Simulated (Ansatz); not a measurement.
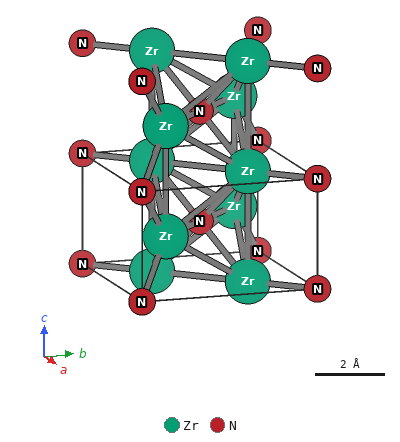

Fig. 1: The input geometry (ball-and-stick view of the cell of the calculation, repeated 1 × 1 × 2, seen slightly off an axis). An atom can appear more than once, as a periodic image. Near neighbours in the periodic cell (some may lie outside the picture): Zr has 3 N at 2.27 Å and 11 Zr at 3.12 to 3.30 Å; N has 6 Zr at 2.27 Å.

# Run report: Zr₂N, geometry relaxation (part 1 of 2)

- system: Zr₂N (6 atoms in the cell)
- method: DFT PBEsol, scalar-relativistic, plane waves, PAW, no spin polarisation (Ansatz 0.2.0)

The structure derives from a Materials Project entry. It belongs to a series of runs on one base structure; here: relaxed at -3 GPa.

Output
```
Engine: ansatz 0.2.0, aarch64-unknown-linux-gnu
Pseudopotentials: kind: paw
Pseudopotential: Zr, paw, valence charge 12, recommended cutoff 420 eV (normal), Zr.paw.azcp
Pseudopotential: N, paw, valence charge 5, recommended cutoff 420 eV (normal), N.paw.azcp
Functional definition: PBEsol
  exchange = pbesol_x
  correlation = pbesol_c
Crystal: 6 atoms, lattice volume = 97.044 Å³
Basis set: ecut = 420 eV, 1871 PW (Γ), exchange–correlation on 80×80×48 points (8 copies of the dense FFT grid, shifted against one another)
Bands: 35, of which v1, the nominal top of the filled ones, is band 29 counted from 1 (28 counted from 0)
Symmetry: 16 space group operations
Space group: P42/mnm (ITA 136), of the structure as read, at distance tolerance 4.6e-5 Å
k-points: 90 of 640
Non-local potential: Zr, projectors of the file, l = 0: 3, l = 1: 2, l = 2: 2, l = 3: 2
Non-local potential: N, projectors of the file, l = 0: 2, l = 1: 2, l = 2: 1
PAW form: soft (Blöchl's): semilocal exchange-correlation on the pseudo side does not see the compensation charge
PAW frozen core: Zr, regenerated for the run's functional, and the local potential with it (the file was generated under x = pbe(κ = 0.804, μ = 0.2195149727645171), c = pbe(β = 0.06672455060314922))
PAW frozen core: N, regenerated for the run's functional, and the local potential with it (the file was generated under x = pbe(κ = 0.804, μ = 0.2195149727645171), c = pbe(β = 0.06672455060314922))
PAW one-centre angular grid: Zr, 590 points (default); XC on 64 Gauss nodes
PAW one-centre angular grid: N, 110 points (default); XC on 64 Gauss nodes
Initial density: superposition of atomic densities (neutral atoms: chi_scale 0, normalization atom), corrected by the library's trained network
Initial wavefunctions: pseudopotential atomic-orbital guess
Functional: x = pbesol(κ = 0.804, μ = 0.12345679012345678), c = pbesol(β = 0.046)
SCF iter   1: F=—  HF=-17279.742010 eV  |F-HF|=—  |Δ(HF+E_count)|=         —  Δρ=6.58e-3  dr2=2.68e-2  ethr=1.77e-3  ⟨swp⟩=4.7  Hψ=12200  notcnv=0
preconditioner: auto → Kerker (q_TF=auto, 2.504 Å⁻¹)  [metal: Δε(μ)=0.009 eV  Ē_g=6.638 eV  σ=0.100 eV  W_gap=0.05  n_scr=22 (ndim 8)  ℏωp=19.2 eV  f_vac=0.000  D(μ)=2.55/eV (n_scr^D=10)]
SCF iter   2: F=—  HF=-17279.736233 eV  |F-HF|=—  |Δ(HF+E_count)|=   5.78e-3  Δρ=3.99e-3  dr2=1.02e-2  ethr=4.62e-5  ⟨swp⟩=1.0  Hψ=3903  notcnv=0
SCF iter   3: F=—  HF=-17279.734595 eV  |F-HF|=—  |Δ(HF+E_count)|=   1.64e-3  Δρ=8.04e-4  dr2=6.40e-4  ethr=1.76e-5  ⟨swp⟩=3.0  Hψ=5478  notcnv=0
SCF iter   4: F=—  HF=-17279.734470 eV  |F-HF|=—  |Δ(HF+E_count)|=   1.24e-4  Δρ=2.82e-4  dr2=9.29e-5  ethr=1.10e-6  ⟨swp⟩=2.0  Hψ=4065  notcnv=0
SCF iter   5: F=—  HF=-17279.734491 eV  |F-HF|=—  |Δ(HF+E_count)|=   2.11e-5  Δρ=6.92e-5  dr2=5.58e-6  ethr=1.60e-7  ⟨swp⟩=2.1  Hψ=3635  notcnv=0
SCF iter   6: F=—  HF=-17279.734490 eV  |F-HF|=—  |Δ(HF+E_count)|=   1.71e-6  Δρ=1.45e-5  dr2=2.97e-7  ethr=9.61e-9  ⟨swp⟩=2.0  Hψ=5010  notcnv=0
SCF iter   7: F=-17279.734490 eV  HF=-17279.734490 eV  |F-HF|=2.20e-9  |Δ(HF+E_count)|=   7.83e-8  Δρ=2.67e-6  dr2=5.94e-9  ethr=1.72e-10  ⟨swp⟩=8.6  Hψ=11429  notcnv=0
SCF 1 converged in 7 iterations: F = -17279.734490 eV  dr2 = 5.94e-9
  greatest PAW one-centre occupation: 0.996 electrons in one spin orbital (limit 2), on the Zr atom at site 3 (counted from 0), in its partial waves of l = 0
relax step   1: F+E_penalty+E_count = -17279.73448959 eV  Δ(F+E_penalty+E_count) = +0.000e0 eV  max|allowed force component| = 4.331e-2 eV/Å  Δτ_max = 0.0000 Å  P = -5.059 GPa  Ω = 97.044 Å³  (7 SCF iters, dr2 threshold 1.00e-7 eV, accepted)
Crystal: 6 atoms, lattice volume = 94.786 Å³
Basis set: ecut = 420 eV, 1859 PW (Γ), exchange–correlation on 80×80×48 points (8 copies of the dense FFT grid, shifted against one another)
Initial density: handed on by an earlier stage of this run
Initial wavefunctions: those handed on with the density
iter 1 solved again at ethr=1.22e-5 eV; its pass at ethr=3.10e-3 eV (dr2=7.07e-3 eV) is discarded
SCF iter   1: F=—  HF=-17279.780574 eV  |F-HF|=—  |Δ(HF+E_count)|=         —  Δρ=2.40e-3  dr2=6.42e-3  ethr=1.22e-5  ⟨swp⟩=1.5  Hψ=16080  notcnv=0
preconditioner: auto → Kerker (q_TF=auto, 2.514 Å⁻¹)  [metal: Δε(μ)=0.009 eV  Ē_g=6.725 eV  σ=0.100 eV  W_gap=0.05  n_scr=22 (ndim 8)  ℏωp=19.4 eV  f_vac=0.000  D(μ)=2.62/eV (n_scr^D=10)]
SCF iter   2: F=—  HF=-17279.779234 eV  |F-HF|=—  |Δ(HF+E_count)|=   1.34e-3  Δρ=3.88e-4  dr2=1.14e-4  ethr=1.11e-5  ⟨swp⟩=2.0  Hψ=4060  notcnv=0
SCF iter   3: F=—  HF=-17279.779259 eV  |F-HF|=—  |Δ(HF+E_count)|=   2.50e-5  Δρ=2.26e-4  dr2=4.90e-5  ethr=1.97e-7  ⟨swp⟩=1.4  Hψ=3220  notcnv=0
SCF iter   4: F=—  HF=-17279.779248 eV  |F-HF|=—  |Δ(HF+E_count)|=   1.13e-5  Δρ=2.78e-5  dr2=1.04e-6  ethr=8.44e-8  ⟨swp⟩=2.9  Hψ=5362  notcnv=0
SCF iter   5: F=-17279.779248 eV  HF=-17279.779248 eV  |F-HF|=2.67e-8  |Δ(HF+E_count)|=   2.43e-7  Δρ=6.05e-6  dr2=4.09e-8  ethr=1.03e-9  ⟨swp⟩=5.6  Hψ=12188  notcnv=0
SCF 2 converged in 5 iterations: F = -17279.779248 eV  dr2 = 4.09e-8
relax step   2: F+E_penalty+E_count = -17279.77924756 eV  Δ(F+E_penalty+E_count) = -4.476e-2 eV  max|allowed force component| = 3.727e-3 eV/Å  Δτ_max = 0.0005 Å  P = -0.807 GPa  Ω = 94.786 Å³  energy of the carried Pulay correction = +2.764e-3 eV  (5 SCF iters, dr2 threshold 6.00e-7 eV, rejected (line search))
Crystal: 6 atoms, lattice volume = 95.935 Å³
Basis set: ecut = 420 eV, 1863 PW (Γ), exchange–correlation on 80×80×48 points (8 copies of the dense FFT grid, shifted against one another)
iter 1 solved again at ethr=3.46e-6 eV; its pass at ethr=3.10e-3 eV (dr2=2.01e-3 eV) is discarded
SCF iter   1: F=—  HF=-17279.764159 eV  |F-HF|=—  |Δ(HF+E_count)|=         —  Δρ=1.24e-3  dr2=1.66e-3  ethr=3.46e-6  ⟨swp⟩=2.1  Hψ=15204  notcnv=0
preconditioner: auto → Kerker (q_TF=auto, 2.509 Å⁻¹)  [metal: Δε(μ)=0.010 eV  Ē_g=6.654 eV  σ=0.100 eV  W_gap=0.06  n_scr=22 (ndim 8)  ℏωp=19.3 eV  f_vac=0.000  D(μ)=2.60/eV (n_scr^D=10)]
SCF iter   2: F=—  HF=-17279.763811 eV  |F-HF|=—  |Δ(HF+E_count)|=   3.48e-4  Δρ=2.20e-4  dr2=2.60e-5  ethr=2.87e-6  ⟨swp⟩=2.0  Hψ=4088  notcnv=0
SCF iter   3: F=—  HF=-17279.763847 eV  |F-HF|=—  |Δ(HF+E_count)|=   3.55e-5  Δρ=1.26e-4  dr2=1.04e-5  ethr=4.48e-8  ⟨swp⟩=1.4  Hψ=3258  notcnv=0
SCF iter   4: F=—  HF=-17279.763845 eV  |F-HF|=—  |Δ(HF+E_count)|=   1.83e-6  Δρ=1.37e-5  dr2=1.49e-7  ethr=1.79e-8  ⟨swp⟩=2.5  Hψ=4893  notcnv=0
SCF iter   5: F=—  HF=-17279.763844 eV  |F-HF|=—  |Δ(HF+E_count)|=   3.46e-7  Δρ=2.99e-6  dr2=1.05e-8  ethr=2.57e-10  ⟨swp⟩=2.0  Hψ=4903  notcnv=0
SCF iter   6: F=—  HF=-17279.763844 eV  |F-HF|=—  |Δ(HF+E_count)|=   2.10e-9  Δρ=6.24e-7  dr2=2.86e-10  ethr=1.81e-11  ⟨swp⟩=2.0  Hψ=4866  notcnv=0
SCF iter   7: F=-17279.763844 eV  HF=-17279.763844 eV  |F-HF|=7.28e-12  |Δ(HF+E_count)|=  7.28e-12  Δρ=1.04e-7  dr2=9.03e-12  ethr=1.00e-12  ⟨swp⟩=4.1  Hψ=9840  notcnv=0
SCF 3 converged in 7 iterations: F = -17279.763844 eV  dr2 = 9.03e-12
relax step   3: F+E_penalty+E_count = -17279.76384433 eV  Δ(F+E_penalty+E_count) = -2.935e-2 eV  max|allowed force component| = 3.937e-3 eV/Å  Δτ_max = 0.0029 Å  P = -3.010 GPa  Ω = 95.935 Å³  energy of the carried Pulay correction = +1.350e-3 eV  (7 SCF iters, accepted)
Crystal: 6 atoms, lattice volume = 95.938 Å³
iter 1 solved again at ethr=4.07e-8 eV; its pass at ethr=3.10e-3 eV (dr2=2.36e-5 eV) is discarded
SCF iter   1: F=—  HF=-17279.764114 eV  |F-HF|=—  |Δ(HF+E_count)|=         —  Δρ=2.14e-4  dr2=3.39e-5  ethr=4.07e-8  ⟨swp⟩=3.1  Hψ=17607  notcnv=0
preconditioner: auto → Kerker (q_TF=auto, 2.509 Å⁻¹)  [metal: Δε(μ)=0.005 eV  Ē_g=6.663 eV  σ=0.100 eV  W_gap=0.03  n_scr=22 (ndim 8)  ℏωp=19.3 eV  f_vac=0.000  D(μ)=2.58/eV (n_scr^D=10)]
SCF iter   2: F=—  HF=-17279.764144 eV  |F-HF|=—  |Δ(HF+E_count)|=   2.96e-5  Δρ=1.21e-4  dr2=1.23e-5  ethr=4.07e-8  ⟨swp⟩=1.1  Hψ=3205  notcnv=0
SCF iter   3: F=—  HF=-17279.764139 eV  |F-HF|=—  |Δ(HF+E_count)|=   4.78e-6  Δρ=2.44e-5  dr2=5.55e-7  ethr=2.11e-8  ⟨swp⟩=2.0  Hψ=4399  notcnv=0
SCF iter   4: F=-17279.764139 eV  HF=-17279.764139 eV  |F-HF|=1.63e-8  |Δ(HF+E_count)|=   1.03e-7  Δρ=9.74e-6  dr2=5.54e-8  ethr=9.42e-10  ⟨swp⟩=4.6  Hψ=10214  notcnv=0
SCF 4 converged in 4 iterations: F = -17279.764139 eV  dr2 = 5.54e-8
relax step   4: F+E_penalty+E_count = -17279.76413875 eV  Δ(F+E_penalty+E_count) = -2.944e-4 eV  max|allowed force component| = 1.603e-3 eV/Å  Δτ_max = 0.0001 Å  P = -2.998 GPa  Ω = 95.938 Å³  energy of the carried Pulay correction = +1.346e-3 eV  (4 SCF iters, dr2 threshold 5.46e-7 eV, accepted)
Initial wavefunctions: pseudopotential atomic-orbital guess (no wavefunctions were taken with the density)
iter 1 solved again at ethr=9.57e-9 eV; its pass at ethr=3.10e-3 eV (dr2=5.55e-6 eV) is discarded
SCF iter   1: F=—  HF=-17279.762810 eV  |F-HF|=—  |Δ(HF+E_count)|=         —  Δρ=4.17e-5  dr2=3.64e-7  ethr=9.57e-9  ⟨swp⟩=3.4  Hψ=21675  notcnv=0
preconditioner: auto → Kerker (q_TF=auto, 2.509 Å⁻¹)  [metal: Δε(μ)=0.004 eV  Ē_g=6.662 eV  σ=0.100 eV  W_gap=0.02  n_scr=22 (ndim 8)  ℏωp=19.3 eV  f_vac=0.000  D(μ)=2.58/eV (n_scr^D=10)]
SCF iter   2: F=—  HF=-17279.762848 eV  |F-HF|=—  |Δ(HF+E_count)|=   3.87e-5  Δρ=2.05e-5  dr2=7.96e-8  ethr=6.28e-10  ⟨swp⟩=2.0  Hψ=4092  notcnv=0
SCF iter   3: F=—  HF=-17279.762849 eV  |F-HF|=—  |Δ(HF+E_count)|=   6.14e-8  Δρ=8.91e-6  dr2=1.58e-8  ethr=1.37e-10  ⟨swp⟩=1.8  Hψ=3330  notcnv=0
SCF iter   4: F=—  HF=-17279.762849 eV  |F-HF|=—  |Δ(HF+E_count)|=   1.27e-8  Δρ=7.03e-7  dr2=5.63e-10  ethr=2.73e-11  ⟨swp⟩=2.0  Hψ=3873  notcnv=0
SCF iter   5: F=-17279.762849 eV  HF=-17279.762849 eV  |F-HF|=2.18e-11  |Δ(HF+E_count)|=  1.42e-10  Δρ=1.87e-7  dr2=3.23e-11  ethr=1.00e-12  ⟨swp⟩=5.1  Hψ=10786  notcnv=0
SCF 5 converged in 5 iterations: F = -17279.762849 eV  dr2 = 3.23e-11
relax step   5: F+E_penalty+E_count = -17279.76284852 eV  Δ(F+E_penalty+E_count) = +1.290e-3 eV  max|allowed force component| = 1.630e-3 eV/Å  Δτ_max = 0.0000 Å  P = -3.019 GPa  Ω = 95.938 Å³  stress off target by 4.60e-2 GPa  SCF on the basis re-selected at this cell (its energy is not comparable with the rows above)  (5 SCF iters)
```

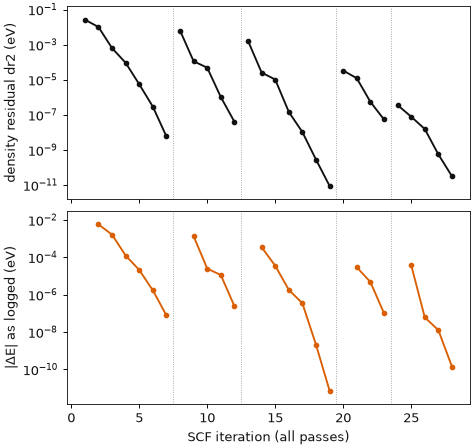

Fig. 2: Convergence of the self-consistent field: density residual dr2 and size of the energy change against the SCF iteration. The dotted lines part the SCF passes of the relaxation: geometry steps, rejected trials and re-solves on a re-selected basis. The 5 passes take 4 to 7 iterations each, 28 in all.

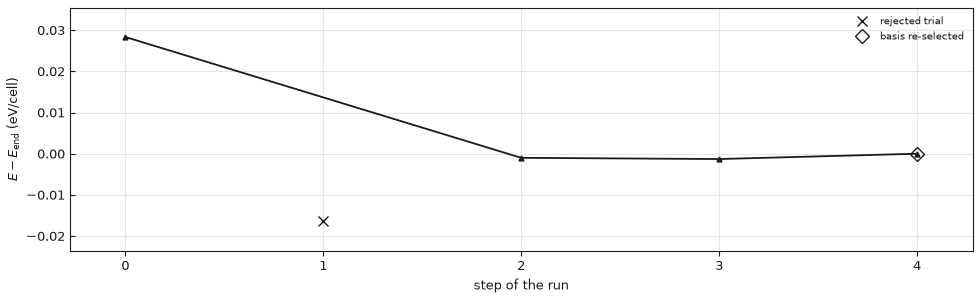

Fig. 3: Progress of the relaxation, step by step (the first geometry is step 0 here and step 1 in the log). After 3 geometry steps the energy has fallen by 29.6 meV per cell of the calculation. Largest force component: 0.043 eV/Å at the start, 0.0016 eV/Å at the end. The pressure goes from −5.06 to −3.02 GPa. The line search rejected the trial step at point 1 (counted from 0) and went back. No atom moves by more than 0.005 Å relative to the cell. Cell: a = b 5.420 → 5.401 Å (−0.4 %), c 3.303 → 3.289 Å (−0.4 %). Volume −1.1 %. Among the contacts that change: Zr1–Zr2 3.124 → 3.107 Å, Zr1–Zr1 3.303 → 3.289 Å, Zr1–Zr3 3.213 → 3.202 Å, Zr1–N6 2.273 → 2.262 Å. The space group stays P4_2/mnm (No. 136). A last SCF at the same geometry on a re-selected plane-wave basis shifts the energy by +1.3 meV per cell of the calculation. (Atoms are counted from 1 in the order of the input.)
